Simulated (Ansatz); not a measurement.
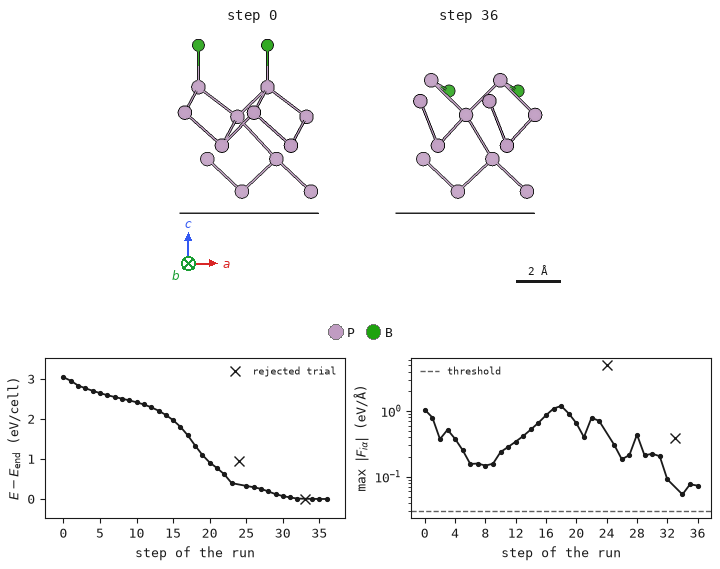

First and last geometry of a constrained relaxation of a slab of composition BP6 (cut from the Cmce phase), with the history of the run. Style: ball-and-stick. Shown: the 2 × 1 repeat of the cell, outlined in the plane, without the vacuum, along the b axis.

Case: B put at a top P site. The slab is the (0 0 1) face of P with B on it. 3 atoms are held fixed.

Theory: Ansatz, DFT PBEsol, scalar-relativistic, plane waves, PAW.

The input:
```yaml
crystal:
  lattice:
    - [3.3174136595, 0.0, 0.0]
    - [-1.6587068297, 5.1453554183, 0.0]
    - [0.0, 0.0, 24.684030163]
  atoms:
    - { symbol: P, position: [0.8947174794, 0.7894349588, 0.3443521963] }
    - { symbol: P, position: [0.3947174794, 0.7894349588, 0.4045877534] }
    - { symbol: P, position: [0.6052825206, 0.2105650412, 0.4293701983] }
    - { symbol: P, position: [0.0694122475, 0.1381482611, 0.4905486945] }
    - { symbol: P, position: [0.8300706348, 0.6578430917, 0.4827001319] }
    - { symbol: P, position: [0.2652412674, 0.5276568787, 0.5376363019] }
    - { symbol: B, position: [0.2652412674, 0.5276568787, 0.6154193863] }
basis:
  ecutwfc: 420
kpoints:
  mp_grid: { grid: [9, 6, 1] }
hamiltonian:
  xc: pbesol
scf:
  occupations: { method: gaussian, width: 0.1 }
output:
  forces: true
  eigenvalues: true
  write_density: true
  write_potential: true
  elf: true
  volumetric_format: npy
relax:
  adjacent_minimum: "off"
  f_tol: 0.03
  max_steps: 70
  constraints: [{ sites: [0, 1, 2] }]
efield:
  axis: 3
  dipole_correction: true
  ramp_width: 0.04
```

Command:
```bash
ansatz run input.yaml --threads 1 --pin off --max-ram 2560MiB --backend cpu --events-out ev --progress --plain --runs-dir out
```

Q: What do the curves and the structures tell?

A: The run was cut off at its time limit before the relaxation converged, so the last structure is only a point on the way. Over 34 accepted moves (36 points after the start) the energy falls by 3.042 eV per cell of the calculation. The largest force component goes from 1 to 0.073 eV/Å. The line search rejected the trial steps at points 24, 33 of the run. B7 moves most: 3.08 Å at 47° to the normal (−c side). Largest moves by element: B 3.08 Å, P 1.21 Å. The cell stays as it was. Some distances before and after: P4–B7 4.704 → 1.874 Å, P4–B7 (another image) 4.702 → 1.920 Å, P3–P4 2.275 → 3.451 Å, P5–B7 3.732 → 2.566 Å. New bonds form: P4–B7 (4.70 → 1.87 Å), P4–B7 (4.70 → 1.92 Å). Bond angles that change, for instance: P5–P6–B7 127.2° → 74.1°, P5–P6–B7 127.2° → 85.3°, P3–P5–P6 92.4° → 128.9°. Cost: 16 min on 1 thread of Intel(R) Xeon(R) Platinum 8488C (Sapphire Rapids), on a shared host, peak memory 0.7 GiB.

```tsv
step	E − E(0), meV/atom	largest force component, eV/Å	note
0	0.00	1.0498	
1	-12.63	0.7992	
2	-29.59	0.3745	
3	-39.34	0.5203	
4	-48.45	0.3778	
5	-56.73	0.2542	
6	-64.05	0.1568	
7	-70.54	0.1593	
8	-76.53	0.1481	
9	-82.70	0.1584	
10	-89.35	0.2385	
11	-97.33	0.2849	
13	-119.45	0.4187	
14	-134.58	0.5252	
15	-153.40	0.6653	
17	-207.38	1.0951	
18	-243.71	1.1979	
20	-304.56	0.6552	
21	-324.07	0.4011	
22	-346.70	0.7921	
24	-299.96	5.0215	rejected
25	-387.99	0.3057	
26	-392.59	0.1846	
28	-407.61	0.4392	
29	-417.25	0.2116	
31	-429.12	0.2059	
32	-433.16	0.0916	
33	-433.04	0.3853	rejected
35	-434.57	0.0769	
36	-434.63	0.0734
```

Limits of the set-up: the periodic images lie only 3.3 Å apart, so the values are limited by the cell's size.
